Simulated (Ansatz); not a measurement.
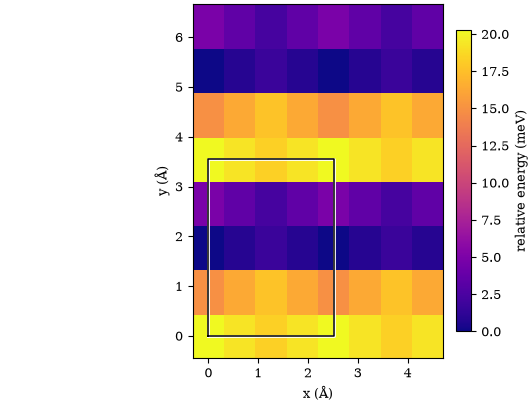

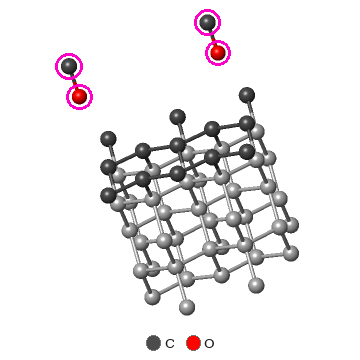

Energy landscape of CO on a C(110) slab cut from the Fd-3m phase, its upper half relaxed before the scan (40 atoms of substrate and one adsorbate in a 2 × 2 cell). CO (O end down) is moved over the surface cell at a fixed height above a rigid substrate; the origin of the map has the adsorbate above C33; the height is held at 3.20 Å. Places are given modulo a cell vector. The map is drawn in real space over the plane of the surface. The grid has 4 × 4 points; 12 points were computed and 4 follow by symmetry. Places are given in fractions of the 1 × 1 surface cell. All energies are given in meV relative to the lowest grid point. At a fixed height the lowest place need not be the adsorption site. Level of theory: DFT PBE+D3(BJ), scalar-relativistic, plane waves, PAW in Ansatz. Settings: cutoff 420 eV, k-mesh 5×4×1, gaussian smearing 0.05 eV, no spin polarisation.

In the figure: one coloured cell a grid point, the outline of one cell of the 2 × 2 shown. The second picture is the structure at the lowest point; rings mark the moved atoms.

> What does the map say about the system?

The lowest grid point is at (0/4, 2/4) of the cell vectors. The highest grid point, the top site over a surface C atom, (0/4, 0/4) of the cell vectors, lies 20.2 meV above the lowest.

Grid values (meV):

| second ↓, first → | 0/4 | 1/4 | 2/4 | 3/4 |
| --- | --- | --- | --- | --- |
| 3/4 | 4.8 | 3.6 | 2.3 | 3.6 |
| 2/4 | 0.0 | 0.8 | 1.7 | 0.8 |
| 1/4 | 14.9 | 16.3 | 17.7 | 16.3 |
| 0/4 | 20.2 | 19.3 | 18.3 | 19.3 |

The whole map (12 points run) took 6.1 min on 4 threads of Intel(R) Xeon(R) Platinum 8259CL CPU @ 2.50GHz (Skylake/Cascade Lake), with other jobs on the host.

PAW datasets: the set soft_1.
